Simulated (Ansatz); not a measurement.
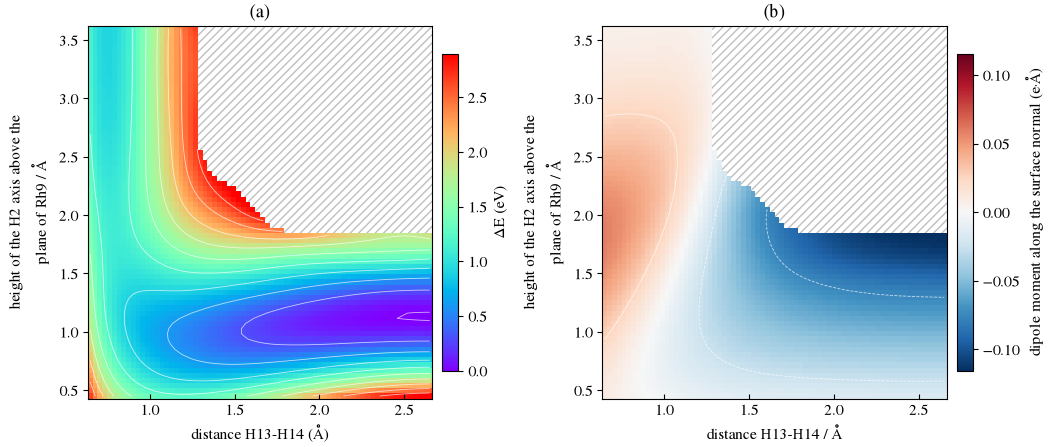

H₂ on a Rh(100) slab cut from the Fm-3m phase, its upper half relaxed before the scan (12 atoms of substrate and one adsorbate in a 2 × 2 cell). H2 lies flat over one site of a rigid substrate while its bond length and height are varied; it sits over a hollow of the top layer over the deeper atom Rh8, heights counted from the top plane, its axis along the first surface vector. Coordinates scanned: (1) distance H13-H14; (2) height of the H2 axis above the plane of Rh9. The scan uses an 8 × 9 grid. At 15 points there is no value (left out: too close to the surface, or the stretched molecule far from it). Points are written as (first, second). All energies are given in eV relative to the lowest grid point. All numbers below come from DFT PBE, scalar-relativistic, plane waves, PAW in Ansatz. Settings: cutoff 420 eV, k-mesh 5×5×1, gaussian smearing 0.1 eV, no spin polarisation.

Panel (a) is the energy and panel (b) the computed dipole moment along the surface normal on the same grid.

Drawn: a smooth colour map with a few white contour lines, hatched blanks where no value was computed. Between grid points the surface is interpolated.

**How does the dipole moment along the surface normal vary over the map, and what is it at the lowest grid point?**

Leaving out the highest fifth of the energies, it runs from −0.11 e·Å at (2.650 Å, 1.73 Å) to 0.06 e·Å at (0.650 Å, 1.73 Å). At the lowest grid point, (2.650 Å, 1.09 Å), it is −0.06 e·Å. That point lies on the edge of the scan.

| second ↓, first → | 0.650 | 0.750 | 0.919 | 1.181 | 1.495 | 1.849 | 2.235 | 2.650 |
| --- | --- | --- | --- | --- | --- | --- | --- | --- |
| 3.60 | 0.01 | 0.01 | 0.01 | 0.01 | – | – | – | – |
| 3.00 | 0.02 | 0.02 | 0.02 | 0.01 | – | – | – | – |
| 2.60 | 0.04 | 0.04 | 0.03 | 0.01 | – | – | – | – |
| 2.05 | 0.06 | 0.05 | 0.04 | 0.00 | −0.06 | – | – | – |
| 1.73 | 0.06 | 0.05 | 0.03 | −0.01 | −0.06 | −0.09 | −0.11 | −0.11 |
| 1.41 | 0.05 | 0.04 | 0.02 | −0.02 | −0.05 | −0.07 | −0.08 | −0.08 |
| 1.09 | 0.03 | 0.02 | 0.00 | −0.02 | −0.04 | −0.05 | −0.06 | −0.06 |
| 0.77 | 0.02 | 0.01 | 0.00 | −0.02 | −0.03 | −0.04 | −0.04 | −0.04 |
| 0.45 | 0.01 | 0.01 | 0.00 | −0.01 | −0.01 | −0.02 | −0.02 | −0.02 |
